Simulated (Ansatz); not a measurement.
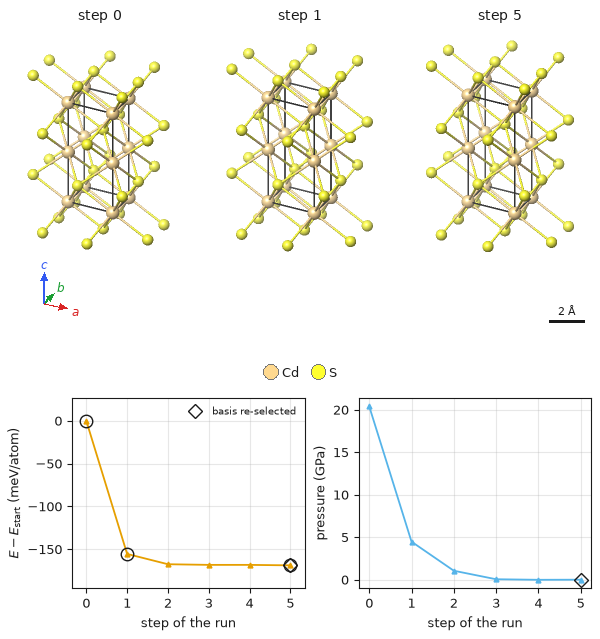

Frames of a relaxation of a crystal of CdS (built on the NiAs type), marked on the history of the run. A ball-and-stick model of the cell of the calculation, seen slightly off an axis.

These are results of DFT, PBEsol, plane waves, PAW in Ansatz 0.2.0, not measurements.

Input
```yaml
crystal:
  lattice:
    - [3.63581613, 0.0, 0.0]
    - [-1.817908065, 3.1487091321, 0.0]
    - [0.0, 0.0, 5.9263802919]
  atoms:
    - { symbol: Cd, position: [0.0, 0.0, 0.0] }
    - { symbol: Cd, position: [0.0, 0.0, 0.5] }
    - { symbol: S, position: [0.3333333333, 0.6666666667, 0.25] }
    - { symbol: S, position: [0.6666666667, 0.3333333333, 0.75] }
kpoints:
  mp_grid: { grid: [6, 6, 4] }
hamiltonian:
  xc: pbesol
scf:
  occupations: { method: fermi_dirac, width: 0.03 }
relax:
  f_tol: 0.01
  cell: {}
  max_steps: 120
output:
  write_density: true
  write_potential: true
  elf: true
  volumetric_format: npy
```

Launched with:
```bash
ansatz run input.yaml --threads 2 --pin off --max-ram 2211MiB --backend cpu --events-out ev --progress --plain --runs-dir out
```

Q: Describe the path.

A: The atoms keep their places relative to the cell (all moves are under 0.005 Å). The volume changes by +17.9 %, with a = b 3.636 → 3.810 Å (+4.8 %), c 5.926 → 6.362 Å (+7.4 %). Among the contacts that change: Cd1–S3 2.569 → 2.714 Å. The space group stays P6_3/mmc (No. 194). After 4 accepted moves (5 points after the start) the energy has fallen by 169 meV per atom. All forces vanish by symmetry, so only the cell relaxes. The pressure goes from 20.41 to 0.01 GPa. The SCF was repeated once at an unchanged geometry on a basis and grid sized afresh for the cell, which shifted the energy by 0.5 meV per atom at most. From step 0 to 1: volume +12.4 %, energy −155 meV per atom. From step 1 to 5: volume +4.8 %, energy −13.3 meV per atom.
